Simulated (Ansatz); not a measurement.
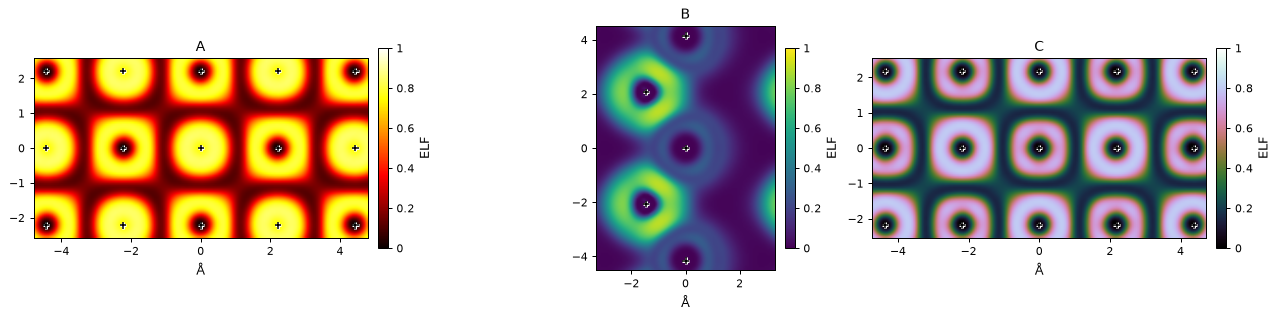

The electron localisation function of 3 systems, each on a plane through atoms (crosses mark nuclei in the plane).

Level of theory: DFT PBEsol, scalar-relativistic, plane waves, PAW in Ansatz 0.2.0.

System 1: TaN, the (010) plane of the conventional cell. Space group Fm-3m.

```cif
data_structure
_symmetry_space_group_name_H-M 'P 1'
_symmetry_Int_Tables_number 1
_cell_length_a 4.3757
_cell_length_b 4.3757
_cell_length_c 4.3757
_cell_angle_alpha 90.000
_cell_angle_beta 90.000
_cell_angle_gamma 90.000
_cell_volume 83.78
loop_
_atom_site_label
_atom_site_type_symbol
_atom_site_fract_x
_atom_site_fract_y
_atom_site_fract_z
_atom_site_occupancy
Ta1 Ta 0.50000 0.00000 0.00000 1
Ta2 Ta 0.00000 0.50000 0.00000 1
Ta3 Ta 0.00000 0.00000 0.50000 1
Ta4 Ta 0.50000 0.50000 0.50000 1
N1 N 0.00000 0.00000 0.00000 1
N2 N 0.50000 0.50000 0.00000 1
N3 N 0.50000 0.00000 0.50000 1
N4 N 0.00000 0.50000 0.50000 1
```

System 2: HfN, the (010) plane of the conventional cell. Space group Fm-3m; computed pressure about 12 GPa in this cell; computed without spin polarisation.

```yaml
crystal:
  lattice:
    - [4.44421, 0.00000, 0.00000]
    - [0.00000, 4.44421, 0.00000]
    - [0.00000, 0.00000, 4.44421]
  atoms:
    - { symbol: Hf, position: [0.00000, 0.00000, 0.00000] }
    - { symbol: Hf, position: [0.50000, 0.50000, 0.00000] }
    - { symbol: Hf, position: [0.50000, 0.00000, 0.50000] }
    - { symbol: Hf, position: [0.00000, 0.50000, 0.50000] }
    - { symbol: N, position: [0.50000, 0.00000, 0.00000] }
    - { symbol: N, position: [0.00000, 0.50000, 0.00000] }
    - { symbol: N, position: [0.00000, 0.00000, 0.50000] }
    - { symbol: N, position: [0.50000, 0.50000, 0.50000] }
```

System 3: InP, the (101) plane of the conventional cell. Space group F-43m.

```xyz
8
Lattice="5.8782 0.0000 0.0000 0.0000 0.0000 -5.8782 0.0000 5.8782 0.0000" Properties=species:S:1:pos:R:3 pbc="T T T"
In    2.9391    0.0000   -2.9391
In    0.0000    2.9391   -2.9391
In    0.0000    0.0000    0.0000
In    2.9391    2.9391    0.0000
P     4.4086    1.4695   -4.4086
P     1.4695    4.4086   -4.4086
P     1.4695    1.4695   -1.4695
P     4.4086    4.4086   -1.4695
```

Match each panel to its system.

Answer. Panel A is system 2, HfN: the plane holds Hf and N. Hf–N (2.22 Å): the ELF peaks at about 0.80 in the valence shell of N, 0.6 Å from its nucleus, and drops to about 0.15 between the two atoms; no localised pair shows between them. Panel B is system 3, InP: the plane holds In and P. In–P (2.55 Å): the ELF peaks at about 0.90 in the valence shell of P, 0.9 Å from its nucleus, and is about 0.55 at the midpoint. Panel C is system 1, TaN: the plane holds Ta and N. Ta–N (2.19 Å): the ELF peaks at about 0.80 in the valence shell of N, 0.7 Å from its nucleus, and is about 0.15 at the midpoint; no shared electron pair shows on this line.
